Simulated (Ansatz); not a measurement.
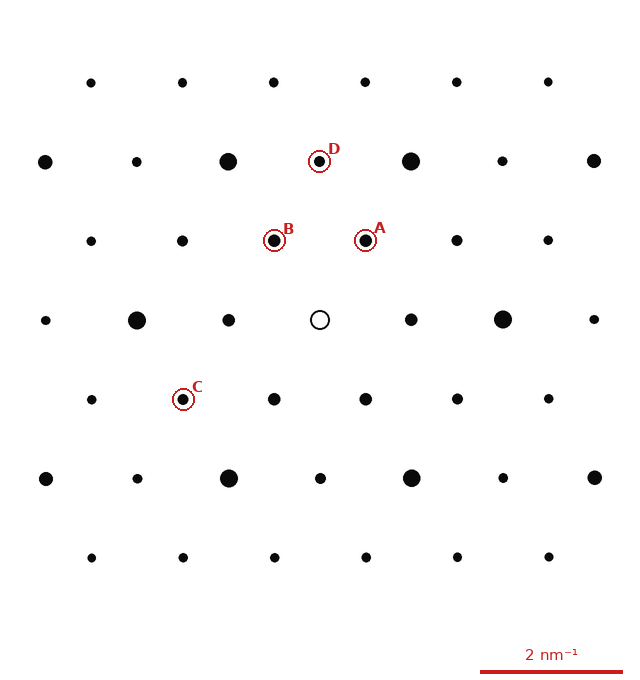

The pattern is a kinematic simulation for 300 kV electrons (no multiple scattering; isotropic B = 0.8 Å²). The zone axis points towards the electron source and the pattern is seen from the source side.

Crystal: Rb, space group P6_422 (No. 181), a = 8.94 Å, c = 4.93 Å (hexagonal axes). Structure: the geometry relaxed with DFT PBE, scalar-relativistic, plane waves, PAW (Ansatz 0.2.0); the starting structure was generated, so it need not be a known form of this composition.

Spot A is indexed -1 0 0 and spot B 0 -1 0.

> Give hkl for C, D.

C = −2A + B = 2 -1 0 (d = 4.468 Å). D = A + B = -1 -1 0 (d = 4.468 Å).

> Which zone axis is this?

The cross product of A and B is parallel to [001]; every spot obeys hu + kv + lw = 0.

> What are the spacings of A and B and the angle between them?

d(A) = 7.740 Å, d(B) = 7.740 Å, and the angle is 60.0°.
